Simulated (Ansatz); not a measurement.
Start from this file.

```cif
data_structure
_symmetry_space_group_name_H-M 'P 42/m n m'
_symmetry_Int_Tables_number 136
_cell_length_a 4.7796
_cell_length_b 4.7796
_cell_length_c 3.0963
_cell_angle_alpha 90.000
_cell_angle_beta 90.000
_cell_angle_gamma 90.000
_cell_volume 70.73
loop_
_atom_site_label
_atom_site_type_symbol
_atom_site_symmetry_multiplicity
_atom_site_Wyckoff_symbol
_atom_site_fract_x
_atom_site_fract_y
_atom_site_fract_z
_atom_site_occupancy
Ti1 Ti 2 a 0.00000 0.00000 0.00000 1
O1 O 4 g 0.19037 0.19037 0.50000 1
```

**What does this file describe?**

Chemical formula TiO$_{2}$. The structure has P4_2/mnm (No. 136) symmetry and a primitive tetragonal lattice. In terms of structure types, this is rutile. Content of the cell: 2 Ti, 4 O (Z = 2). The polyhedra are TiO6 octahedra; they share corners and edges. Ti is coordinated by six O in a distorted octahedral arrangement at 2.01 to 2.09 Å. The neighbours of O are three Ti at 2.01 to 2.09 Å. Not all metal-metal contacts are counted. The bonds build a three-dimensional framework.

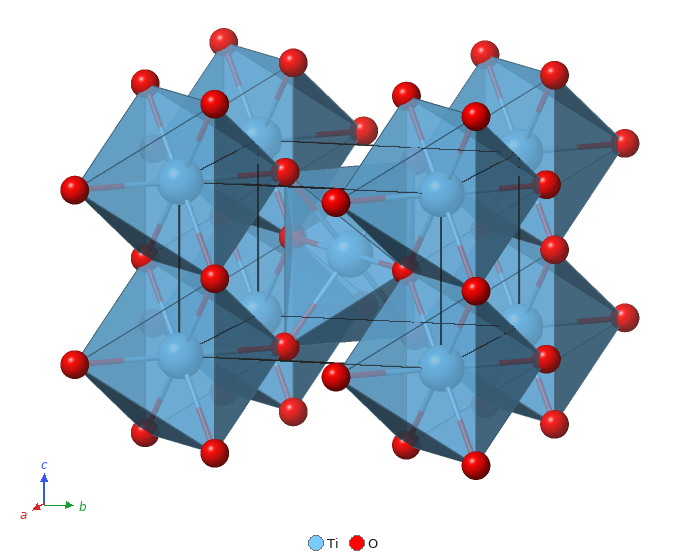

Figure: polyhedral view slightly off an axis. The lines enclose the conventional unit cell; boundary atoms appear with their images. Some atoms of the next cells are drawn as well.

The initial geometry was a structure listed in the Materials Project. The cell was then strained or its atoms displaced on purpose. The atoms were relaxed in a fixed cell with Ansatz, DFT PBE+U, scalar-relativistic, plane waves, PAW.

At this level of theory the run's own cell isn't at rest (stretched, at -15 GPa), so its distances can differ from those at equilibrium, the more so the softer the solid.
